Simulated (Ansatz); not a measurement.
**MnO₂: single-point calculation (part 1 of 2)**

MnO₂ (P4₂/mnm, 6 atoms in the cell), computed with DFT PBEsol+U, scalar-relativistic, plane waves, PAW, Ueff = 2 eV on Mn atom 1 d; Ueff = 2 eV on Mn atom 2 d, spin-polarised (Ansatz 0.2.0).

The structure derives from an entry of the Crystallography Open Database. It belongs to a series of runs on one base structure; here: from atoms, default search. Figures and captions count atoms from 1; the log counts them from 0 in places.

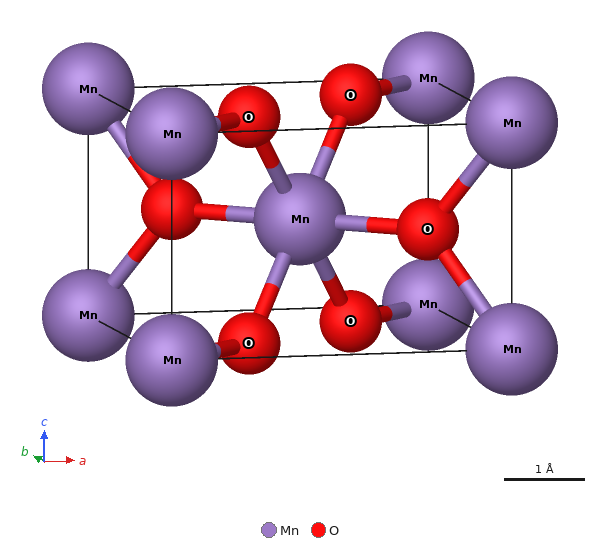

The structure as given in the input (ball-and-stick view of the cell of the calculation, seen slightly off an axis).

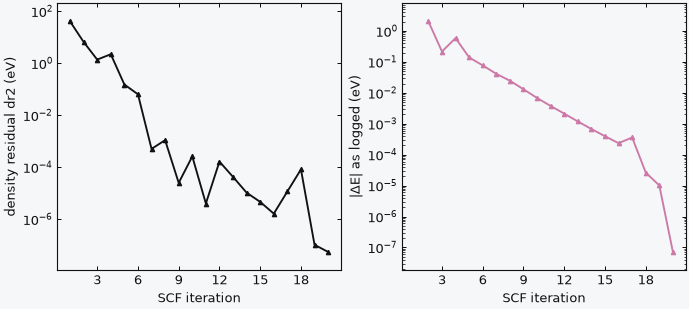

Convergence of the self-consistent field: density residual dr2 and size of the energy change against the SCF iteration. The residual falls unevenly and jumps up by a factor of two or more 5 times on the way down.

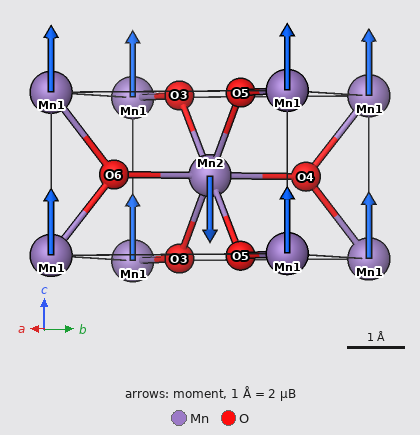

Magnetic moments of the sites as blue arrows (ball-and-stick view of the cell of the calculation, seen at an oblique angle; atoms are numbered from 1 in the order of the input); small moments hardly show. The run is collinear, so the axis drawn is arbitrary. Site moments: Mn1 (2.40 μB); Mn2 (−2.40 μB). They are counted near the atoms and needn't add up to the moment of the cell.

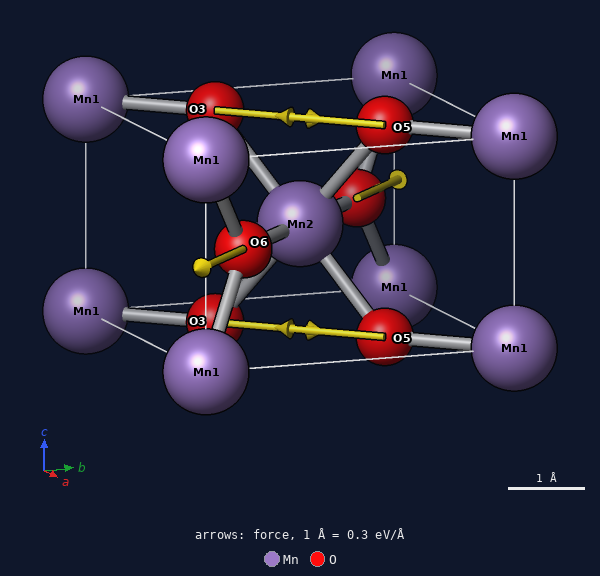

Forces on the atoms as yellow arrows (ball-and-stick view of the cell of the calculation, seen slightly off an axis; atoms are numbered from 1 in the order of the input). The largest act on all 4 O atoms (0.48 eV/Å). The geometry is not a stationary point of this energy.

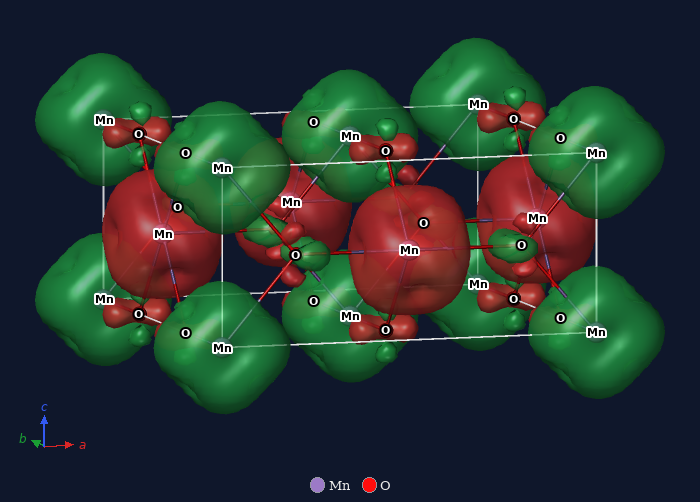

Isosurfaces of the spin density at +0.08 (green) and −0.08 e/Å³ (red), seen slightly off an axis. Sticks mark near contacts. The outline is the cell set on symmetry axes of the magnetic structure. The cell of the calculation (6 atoms) carries 0.0 μB net. Core electrons are frozen (PAW), so the fields are smoothed inside the atomic spheres.

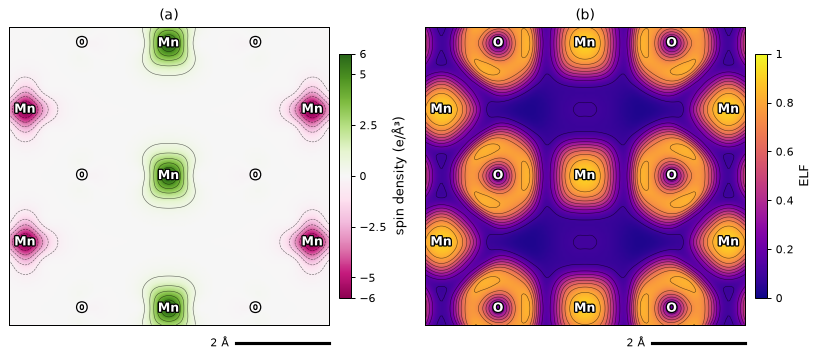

(a) magnetisation density (up minus down); (b) ELF on the (100) plane of the conventional cell of the magnetic structure. The section cuts through Mn and O sites. Mn–O (1.88 Å): the ELF is about 0.25 at the midpoint. The strong features right at Mn lie inside the PAW spheres (semicore, d or f shells) and say nothing about bonding. The cell of the calculation (6 atoms) carries 0.0 μB net.

These pictures come from the run below.

**The input**
```yaml
crystal:
  lattice:
    - [4.39599877, 0.0, 0.0]
    - [0.0, 4.39599877, 0.0]
    - [0.0, 0.0, 2.87099919]
  atoms:
    - { symbol: Mn, position: [0.0, 0.0, 0.0], spin: 3.0 }
    - { symbol: Mn, position: [0.5, 0.5, 0.5], spin: -3.0 }
    - { symbol: O, position: [0.302, 0.302, 0.0] }
    - { symbol: O, position: [0.198, 0.802, 0.5] }
    - { symbol: O, position: [0.698, 0.698, 0.0] }
    - { symbol: O, position: [0.802, 0.198, 0.5] }
basis:
  ecutwfc: 420
  ecutrho_ratio: 4
kpoints:
  mp_grid: { grid: [4, 4, 7] }
hamiltonian:
  xc: pbesol
  hubbard:
    sites: [{ site: 0, l: d, u_eff: 2.0 }, { site: 1, l: d, u_eff: 2.0 }]
scf:
  occupations: { method: gaussian, width: 0.05 }
output:
  forces: true
  stress: true
  eigenvalues: true
  populations: true
  hubbard: { sites: [{ site: 0, l: d }, { site: 1, l: d }] }
  write_density: true
  write_potential: true
  elf: true
  volumetric_format: npy
magnetization:
  spin_polarized: true
```

Launched with:
```bash
ansatz run input.yaml --threads 4 --pin off --max-ram 6144MiB --backend cpu --events-out ev --progress --plain --runs-dir out
```

**The program's output**
```
Mn: projections on atomic orbitals take those of the free atom [Ne] 3s2 3p6 3d5 4s2, of charge +0.00 (hamiltonian.pseudopotentials.projection_atoms); the dataset's partial waves leave at most 9.0e-7 of an orbital's norm unspanned inside its sphere
O: projections on atomic orbitals take those of the free atom [He] 2s2 2p4, of charge +0.00 (hamiltonian.pseudopotentials.projection_atoms); the dataset's partial waves leave at most 1.9e-8 of an orbital's norm unspanned inside its sphere
Engine: ansatz 0.2.0, aarch64-unknown-linux-gnu
Pseudopotentials: kind: paw
Pseudopotential: Mn, paw, valence charge 15, recommended cutoff 420 eV (normal), Mn.paw.azcp
Pseudopotential: O, paw, valence charge 6, recommended cutoff 420 eV (normal), O.paw.azcp
Functional definition: PBEsol
  exchange = pbesol_x
  correlation = pbesol_c
Crystal: 6 atoms, lattice volume = 55.482 Å³
Basis set: ecut = 420 eV, 1073 PW (Γ), exchange–correlation on 60×60×40 points (8 copies of the dense FFT grid, shifted against one another)
Bands: 36, of which v1, the nominal top of the filled ones, is band 27 counted from 1 (26 counted from 0)
Symmetry: 8 space group operations
Space group: Cmmm (ITA 65), of the structure as read, at distance tolerance 3.8e-5 Å
Magnetic group: BNS 136.498 (UNI 1158), of the structure as read, at distance tolerance 3.8e-5 Å
k-points: 28 of 112
Non-local potential: Mn, projectors of the file, l = 0: 3, l = 1: 2, l = 2: 3, l = 3: 1
Non-local potential: O, projectors of the file, l = 0: 2, l = 1: 2, l = 2: 1
PAW form: soft (Blöchl's): semilocal exchange-correlation on the pseudo side does not see the compensation charge
PAW frozen core: Mn, regenerated for the run's functional, and the local potential with it (the file was generated under x = pbe(κ = 0.804, μ = 0.2195149727645171), c = pbe(β = 0.06672455060314922))
PAW frozen core: O, regenerated for the run's functional, and the local potential with it (the file was generated under x = pbe(κ = 0.804, μ = 0.2195149727645171), c = pbe(β = 0.06672455060314922))
PAW one-centre angular grid: Mn, 590 points (default); XC on 64 Gauss nodes
PAW one-centre angular grid: O, 110 points (default); XC on 64 Gauss nodes
Initial density: superposition of atomic densities (chi_scale 0.1, normalization cell, long waves kept (reshape's long-wave potential 0.00 eV rms))
Starting moments: Σ|m| = 6 μB on 2 of 6 sites
Starting magnetic order: altermagnet, d-wave, planar spin-momentum locking; spin-degenerate planes through Γ normal to [0 1 0], [1 0 0] of the run's lattice
Initial wavefunctions: pseudopotential atomic-orbital guess
Functional: x = pbesol(κ = 0.804, μ = 0.12345679012345678), c = pbesol(β = 0.046)
```
